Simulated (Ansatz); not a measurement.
# Band-structure calculation, with input and output: Fe$_{3}$Co (part 1 of 2)

System: Fe$_{3}$Co (Cmmm, 4 atoms in the cell).
Method: DFT r2SCAN, scalar-relativistic, plane waves, PAW, spin-polarised (Ansatz 0.2.0).

The structure was made by a generator, so it may or may not be a known phase. Figures and captions count atoms from 1; the log counts them from 0 in places.

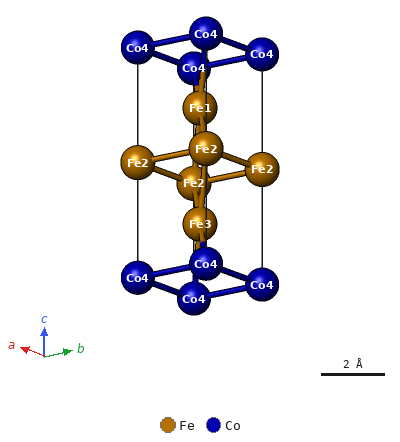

Fig. 1: The structure (ball-and-stick view of the cell of the calculation, seen at an oblique angle; atoms are numbered from 1 in the order of the input). Near neighbours in the crystal (not all of them lie inside the picture): Fe has 2 Co at 2.45 Å and 6 Fe at 2.47 to 2.48 Å; Fe has 8 Fe at 2.47 to 2.48 Å; Co has 4 Co at 2.47 Å and 4 Fe at 2.45 Å.

### Input file
```yaml
crystal:
  lattice:
    - [1.4195740956, -2.0160433235, 0.0]
    - [1.4195740956, 2.0160433235, 0.0]
    - [0.0, 0.0, 8.0582923218]
  atoms:
    - { symbol: Fe, position: [0.5, 0.5, 0.7519052431], spin: 4.0 }
    - { symbol: Fe, position: [0.0, 0.0, 0.5], spin: 4.0 }
    - { symbol: Fe, position: [0.5, 0.5, 0.2480947569], spin: 4.0 }
    - { symbol: Co, position: [0.0, 0.0, 0.0], spin: 3.0 }
basis:
  ecutwfc: 500
kpoints:
  mp_grid: { grid: [20, 20, 6] }
  band_path:
    path:
      - [[0.0, 0.0, 0.0], [-0.5, 0.5, 0.0], [-0.37395282, 0.62604718, 0.0]]
      - [[0.37395282, 0.37395282, 0.0], [0.0, 0.0, 0.0], [0.0, 0.0, 0.5], [0.37395282, 0.37395282, 0.5]]
      - [[-0.37395282, 0.62604718, 0.5], [-0.5, 0.5, 0.5], [-0.5, 0.5, 0.0]]
      - [[0.0, 0.0, 0.0], [0.0, 0.5, 0.0], [0.0, 0.5, 0.5], [0.0, 0.0, 0.5], [-0.5, 0.5, 0.5]]
    npoints: 14
hamiltonian:
  xc: r2scan
scf:
  occupations: { method: gaussian, width: 0.1 }
  n_extra_bands: 10
output:
  forces: true
  stress: true
  eigenvalues: true
  populations: true
  dos: { projected: true, de: 0.02, nscf_kmesh: { grid: [24, 24, 8] } }
  bader: true
  write_density: true
  write_potential: true
  elf: true
  volumetric_format: npy
magnetization:
  spin_polarized: true
```

Machine: 4 threads of Intel Xeon (Granite Rapids), 176 GiB of memory available, shared host.

Run as:
```bash
ansatz run input.yaml --threads 4 --pin off --max-ram 8192MiB --backend cpu --events-out ev --progress --plain --runs-dir out
```

### Output
```
Warning: the band count 43 (scf.n_extra_bands) hosts the net moment |M| = 15.0000 μB (N_el = 65) but caps the reachable moment at 2·n_bands − N_el = 21.0000 μB, below the 48 bands that the automatic rule leaves for it — a moment growing past the seed, or the majority channel's smearing tail, pins there with fewer empty majority states than that count leaves; raise or omit scf.n_extra_bands unless the cap is intended
scf.n_extra_bands = 10 over 33 filled bands (N_el = 65.0): the run solves 43 bands
Engine: ansatz 0.2.0, x86_64-unknown-linux-gnu
Pseudopotentials: kind: paw
Pseudopotential: Fe, paw, valence charge 16, recommended cutoff 500 eV (meta_gga), Fe.paw.azcp
Pseudopotential: Co, paw, valence charge 17, recommended cutoff 500 eV (meta_gga), Co.paw.azcp
Functional definition: r2SCAN
  parameter k0 = 0.174
  parameter k1 = 0.065
  parameter a1 = 4.9479
  exchange = r2scan_x(k0 = k0, k1 = k1, a1 = a1)
  correlation = r2scan_c
Crystal: 4 atoms, lattice volume = 46.124 Å³
Basis set: ecut = 500 eV, 1195 PW (Γ), exchange–correlation on 72×72×240 points (64 copies of the dense FFT grid, shifted against one another)
Bands: 43, of which v1, the nominal top of the filled ones, is band 33 counted from 1 (32 counted from 0)
Symmetry: 8 space group operations
Space group: Cmmm (ITA 65), of the structure as read, at distance tolerance 3.6e-5 Å
Magnetic group: BNS 65.481 (UNI 579), of the structure as read, at distance tolerance 3.6e-5 Å
k-points: 444 of 2400
Non-local potential: Fe, projectors of the file, l = 0: 3, l = 1: 2, l = 2: 3, l = 3: 1
Non-local potential: Co, projectors of the file, l = 0: 3, l = 1: 2, l = 2: 3, l = 3: 1
PAW form: soft (Blöchl's): semilocal exchange-correlation on the pseudo side does not see the compensation charge
PAW frozen core: Fe, regenerated for the run's functional (the file was generated under x = pbe(κ = 0.804, μ = 0.2195149727645171), c = pbe(β = 0.06672455060314922))
PAW frozen core: Co, regenerated for the run's functional (the file was generated under x = pbe(κ = 0.804, μ = 0.2195149727645171), c = pbe(β = 0.06672455060314922))
PAW one-centre angular grid: Fe, 590 points (default); XC on 160 Gauss nodes
PAW one-centre angular grid: Co, 590 points (default); XC on 160 Gauss nodes
Initial density: superposition of atomic densities (chi_scale 0.1, normalization cell)
Starting moments: Σ|m| = 15 μB on 4 of 4 sites
Initial wavefunctions: pseudopotential atomic-orbital guess
Functional: x = r2scan, c = r2scan; τ floored in thin density (d = 2e-4 eV/Å³)
SCF iter   1: F=—  HF=-18586.234105 eV  |F-HF|=—  |Δ(HF+E_count)|=         —  Δρ=7.87e-2 (↑7.87e-2 ↓4.74e-2)  dr2=3.09e0  dr2_τ=5.23e-2  dr2_m=7.83e-1  M=11.871 μB ∫|m|=12.294 μB  β_m=1.00  ethr=3.10e-3  ⟨swp⟩=5.1  Hψ=124164  notcnv=0
Mixer restart at iter 1: flushing history
preconditioner: auto → Kerker (q_TF=auto, 2.889 Å⁻¹)  [metal: Δε(μ)=0.000 eV  Ē_g=8.390 eV  σ=0.100 eV  W_gap=0.00  n_scr=18 (ndim 8)  ℏωp=31.4 eV  f_vac=0.000  D(μ)=2.77/eV (n_scr^D=34)]
spin=Collinear: Kerker preconditioning applied to the charge; magnetization (m = ρ↑ − ρ↓) channel mixes plain (no charge-response kernel on spin).
SCF iter   2: F=—  HF=-18586.854951 eV  |F-HF|=—  |Δ(HF+E_count)|=   6.21e-1  Δρ=2.22e-2 (↑1.87e-2 ↓2.22e-2)  dr2=5.69e-1  dr2_τ=1.56e-2  dr2_m=2.73e-2  M=11.206 μB ∫|m|=12.189 μB  β_m=1.00  ethr=3.10e-3  ⟨swp⟩=2.2  Hψ=67227  notcnv=0  defer=1425  κ⁻¹=1.0e0(r=1)
SCF iter   3: F=—  HF=-18587.937636 eV  |F-HF|=—  |Δ(HF+E_count)|=    1.08e0  Δρ=1.20e-2 (↑1.06e-2 ↓1.20e-2)  dr2=1.06e-1  dr2_τ=1.85e-3  dr2_m=2.08e-2  M=10.730 μB ∫|m|=11.986 μB  β_m=1.00  ethr=8.76e-4  ⟨swp⟩=2.1  Hψ=53163  notcnv=0  defer=1438  κ⁻¹=8.9e-2(r=2)
SCF iter   4: F=—  HF=-18588.706003 eV  |F-HF|=—  |Δ(HF+E_count)|=         —  Δρ=3.04e-2 (↑3.04e-2 ↓1.78e-2)  dr2=2.45e-1  dr2_τ=3.36e-3  dr2_m=1.97e-1  M=10.198 μB ∫|m|=11.367 μB  β_m=1.00  ethr=1.64e-4  ⟨swp⟩=2.4  Hψ=53051  notcnv=0  defer=1466
Mixer restart at iter 4: flushing history
SCF iter   5: F=—  HF=-18589.511594 eV  |F-HF|=—  |Δ(HF+E_count)|=   8.06e-1  Δρ=3.25e-2 (↑2.23e-2 ↓3.25e-2)  dr2=7.72e-1  dr2_τ=1.96e-3  dr2_m=3.99e-2  M=9.966 μB ∫|m|=11.219 μB  β_m=1.00  ethr=7.69e-5  ⟨swp⟩=2.4  Hψ=77665  notcnv=0  defer=1469
SCF iter   6: F=—  HF=-18589.493783 eV  |F-HF|=—  |Δ(HF+E_count)|=   1.78e-2  Δρ=1.48e-2 (↑9.16e-3 ↓1.48e-2)  dr2=2.03e-1  dr2_τ=5.99e-3  dr2_m=4.05e-3  M=9.909 μB ∫|m|=11.154 μB  β_m=1.00  ethr=7.69e-5  ⟨swp⟩=2.6  Hψ=87645  notcnv=0  defer=1653  κ⁻¹=1.0e0(r=1)
SCF iter   7: F=—  HF=-18589.546388 eV  |F-HF|=—  |Δ(HF+E_count)|=   5.26e-2  Δρ=4.31e-3 (↑3.96e-3 ↓4.31e-3)  dr2=3.48e-2  dr2_τ=1.57e-4  dr2_m=9.34e-5  M=9.864 μB ∫|m|=11.104 μB  β_m=1.00  ethr=7.69e-5  ⟨swp⟩=2.1  Hψ=75968  notcnv=0  defer=1675  κ⁻¹=7.5e-2(r=2)
SCF iter   8: F=—  HF=-18589.556106 eV  |F-HF|=—  |Δ(HF+E_count)|=   9.72e-3  Δρ=2.67e-3 (↑2.39e-3 ↓2.67e-3)  dr2=1.12e-2  dr2_τ=1.05e-4  dr2_m=1.01e-4  M=9.843 μB ∫|m|=11.080 μB  β_m=1.00  ethr=5.35e-5  ⟨swp⟩=1.5  Hψ=44336  notcnv=0  defer=1674  κ⁻¹=3.8e-3(r=3)
SCF iter   9: F=—  HF=-18589.553253 eV  |F-HF|=—  |Δ(HF+E_count)|=   2.85e-3  Δρ=1.70e-3 (↑1.34e-3 ↓1.70e-3)  dr2=1.39e-3  dr2_τ=3.20e-5  dr2_m=2.81e-5  M=9.820 μB ∫|m|=11.051 μB  β_m=1.00  ethr=1.73e-5  ⟨swp⟩=2.0  Hψ=66138  notcnv=0  defer=1678  κ⁻¹=7.5e-4(r=4)
SCF iter  10: F=—  HF=-18589.555698 eV  |F-HF|=—  |Δ(HF+E_count)|=   2.44e-3  Δρ=1.18e-3 (↑1.11e-3 ↓1.18e-3)  dr2=1.08e-3  dr2_τ=1.10e-5  dr2_m=2.46e-5  M=9.822 μB ∫|m|=11.051 μB  β_m=1.00  ethr=2.14e-6  ⟨swp⟩=2.0  Hψ=72602  notcnv=0  defer=1678  κ⁻¹=1.3e-4(r=5)
SCF iter  11: F=—  HF=-18589.556753 eV  |F-HF|=—  |Δ(HF+E_count)|=   1.06e-3  Δρ=8.75e-4 (↑8.22e-4 ↓8.75e-4)  dr2=6.47e-4  dr2_τ=6.53e-6  dr2_m=1.06e-5  M=9.825 μB ∫|m|=11.054 μB  β_m=1.00  ethr=1.66e-6  ⟨swp⟩=1.0  Hψ=38239  notcnv=0  defer=1678  κ⁻¹=2.7e-5(r=6)
SCF iter  12: F=—  HF=-18589.557325 eV  |F-HF|=—  |Δ(HF+E_count)|=   5.72e-4  Δρ=2.90e-4 (↑2.90e-4 ↓2.65e-4)  dr2=1.12e-4  dr2_τ=7.62e-7  dr2_m=1.44e-6  M=9.830 μB ∫|m|=11.059 μB  β_m=1.00  ethr=9.96e-7  ⟨swp⟩=2.0  Hψ=63271  notcnv=0  defer=1678  κ⁻¹=3.6e-6(r=7)
SCF iter  13: F=—  HF=-18589.557261 eV  |F-HF|=—  |Δ(HF+E_count)|=   6.41e-5  Δρ=8.26e-5 (↑8.26e-5 ↓7.42e-5)  dr2=7.11e-6  dr2_τ=1.34e-7  dr2_m=8.49e-8  M=9.830 μB ∫|m|=11.059 μB  β_m=1.00  ethr=1.72e-7  ⟨swp⟩=2.0  Hψ=57890  notcnv=0  defer=1678  κ⁻¹=1.9e-6(r=8)
SCF iter  14: F=—  HF=-18589.557275 eV  |F-HF|=—  |Δ(HF+E_count)|=   1.40e-5  Δρ=6.81e-5 (↑4.31e-5 ↓6.81e-5)  dr2=3.93e-6  dr2_τ=6.04e-8  dr2_m=1.21e-7  M=9.830 μB ∫|m|=11.059 μB  β_m=1.00  ethr=1.09e-8  ⟨swp⟩=2.0  Hψ=65804  notcnv=0  defer=1678  κ⁻¹=3.4e-6(r=8)
SCF iter  15: F=—  HF=-18589.557281 eV  |F-HF|=—  |Δ(HF+E_count)|=   6.75e-6  Δρ=4.72e-5 (↑2.78e-5 ↓4.72e-5)  dr2=2.12e-6  dr2_τ=2.21e-8  dr2_m=7.19e-8  M=9.831 μB ∫|m|=11.059 μB  β_m=1.00  ethr=6.04e-9  ⟨swp⟩=2.1  Hψ=51777  notcnv=0  defer=1678  κ⁻¹=6.4e-6(r=8)
SCF iter  16: F=—  HF=-18589.557277 eV  |F-HF|=—  |Δ(HF+E_count)|=   4.43e-6  Δρ=2.54e-5 (↑2.11e-5 ↓2.54e-5)  dr2=3.61e-7  dr2_τ=7.79e-9  dr2_m=1.81e-8  M=9.831 μB ∫|m|=11.060 μB  β_m=1.00  ethr=3.27e-9  ⟨swp⟩=2.0  Hψ=66260  notcnv=0  defer=1678  κ⁻¹=1.7e-6(r=8)
SCF iter  17: F=—  HF=-18589.557282 eV  |F-HF|=—  |Δ(HF+E_count)|=   4.93e-6  Δρ=1.58e-5 (↑1.48e-5 ↓1.58e-5)  dr2=2.21e-7  dr2_τ=1.93e-9  dr2_m=3.87e-9  M=9.831 μB ∫|m|=11.060 μB  β_m=1.00  ethr=5.55e-10  ⟨swp⟩=2.1  Hψ=66581  notcnv=0  defer=1678  κ⁻¹=1.7e-5(r=8)
SCF iter  18: F=—  HF=-18589.557283 eV  |F-HF|=—  |Δ(HF+E_count)|=   1.11e-6  Δρ=5.52e-6 (↑5.52e-6 ↓5.28e-6)  dr2=3.06e-8  dr2_τ=4.65e-10  dr2_m=4.37e-10  M=9.831 μB ∫|m|=11.060 μB  β_m=1.00  ethr=3.39e-10  ⟨swp⟩=2.0  Hψ=66740  notcnv=0  defer=1678  κ⁻¹=1.3e-5(r=8)
SCF iter  19: F=—  HF=-18589.557283 eV  |F-HF|=—  |Δ(HF+E_count)|=   2.43e-8  Δρ=3.60e-6 (↑2.36e-6 ↓3.60e-6)  dr2=8.67e-9  dr2_τ=1.41e-10  dr2_m=5.50e-10  M=9.831 μB ∫|m|=11.060 μB  β_m=1.00  ethr=4.71e-11  ⟨swp⟩=2.1  Hψ=51198  notcnv=0  defer=1678  κ⁻¹=4.5e-6(r=8)
SCF iter  20: F=-18589.557283 eV  HF=-18589.557283 eV  |F-HF|=1.70e-8  |Δ(HF+E_count)|=   5.46e-8  Δρ=3.82e-6 (↑1.83e-6 ↓3.82e-6)  dr2=2.04e-8  dr2_τ=8.64e-11  dr2_m=5.59e-10  M=9.831 μB ∫|m|=11.060 μB  ethr=1.33e-11  ⟨swp⟩=9.5  Hψ=247291  notcnv=0
SCF 1 converged in 20 iterations: F = -18589.557283 eV  dr2 = 2.04e-8
  greatest PAW one-centre occupation: 1.005 electrons in one spin orbital (limit 2), on the Fe atom at site 2 (counted from 0), in its partial waves of l = 1
```

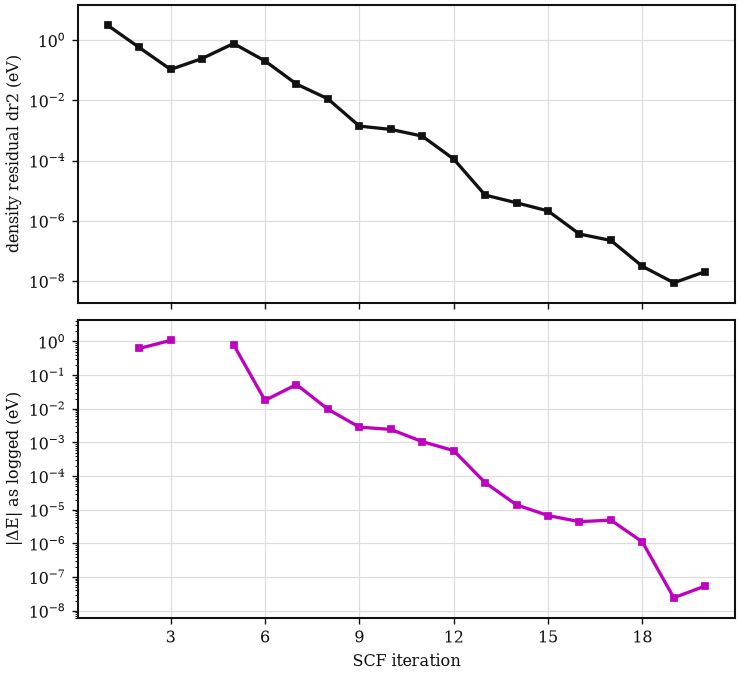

Fig. 2: Convergence of the self-consistent field: density residual dr2 and size of the energy change against the SCF iteration. The residual falls unevenly and jumps up by a factor of two or more 3 times on the way down.

```
this state was not tested for a lower state beside it, because the mixer in use, unlike msr1, does not test its closes by its own steps (another_mixer; see scf.mixing.algorithm and scf.lower_state_search)
NSCF: frozen V_eff on 158 k-points
NSCF: frozen V_eff on 785 k-points
SCF converged after 20 iterations
Magnetization: 9.8308 μB (37.4154 up, 27.5846 down)
Absolute magnetization: 11.0635 μB (∫|ρ↑−ρ↓|, with the PAW one-centre terms)
Spin contamination: 0.4213 ħ² per cell (⟨S²⟩ above its minimum at these occupations)
Per-site moments (μB) at R_I (Å): [(2.80579008119485, 1.011430444720774), (2.7495388754560923, 1.0170966330683806), (2.8057900811948495, 1.0114304447207738), (2.0381836715977717, 1.0114304447207738)]
Free energy (F): -18589.557283 eV
Harris-Foulkes:  -18589.557283 eV  (|F-HF|=1.70e-8)
Internal energy: -18589.549165 eV  (E = F + TS)
E sigma→0 (E₀):  -18589.553224 eV
Entropy (-TS):   -0.008118 eV (-2.029 meV/atom)
Fermi energy:    18.147842 eV
```
